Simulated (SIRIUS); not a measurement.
System: Pt (space group Fm-3m).

Calculation (SIRIUS 7.12.0): plane-wave DFT, no spin polarisation; energies at scaled volumes of the given cell, shape and fractions fixed, counted from the fit's minimum, third-order Birch-Murnaghan fit. All runs: no spin polarisation.

k mesh 8×8×8; occupations Fermi–Dirac; smearing width 0.05 eV; potentials dojo sr pbe 0.4.1 standard; wave cutoff 1152 eV; density cutoff 4606 eV.

What does the calculation give for the pressure against volume, with one curve for each functional? The cases: PBEsol; RPBE; revPBE; LDA; PBE.

The fitted equilibrium volumes, smallest first, are LDA 14.754, PBEsol 15.000, PBE 15.574, revPBE 15.752, RPBE 15.826 Å³/atom. The fitted bulk moduli, smallest first, are RPBE 235.0, revPBE 240.0, PBE 252.5, PBEsol 291.1, LDA 309.8 GPa. For PBEsol, the pressure falls from 19.12 GPa at volume 14.18 Å³/atom to −15.62 GPa at 15.98 Å³/atom, and changes sign near 15.00 Å³/atom. For RPBE, the pressure falls from 34.94 GPa at volume 14.18 Å³/atom to −2.28 GPa at 15.98 Å³/atom, and changes sign near 15.83 Å³/atom. For revPBE, the pressure falls from 33.70 GPa at volume 14.18 Å³/atom to −3.38 GPa at 15.98 Å³/atom, and changes sign near 15.75 Å³/atom.

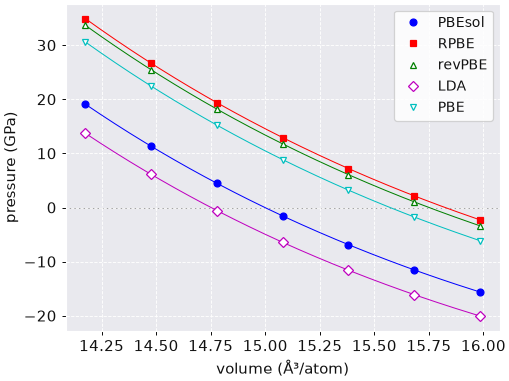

Keep in mind: coarse k mesh; spin-orbit coupling left out, heavy elements.
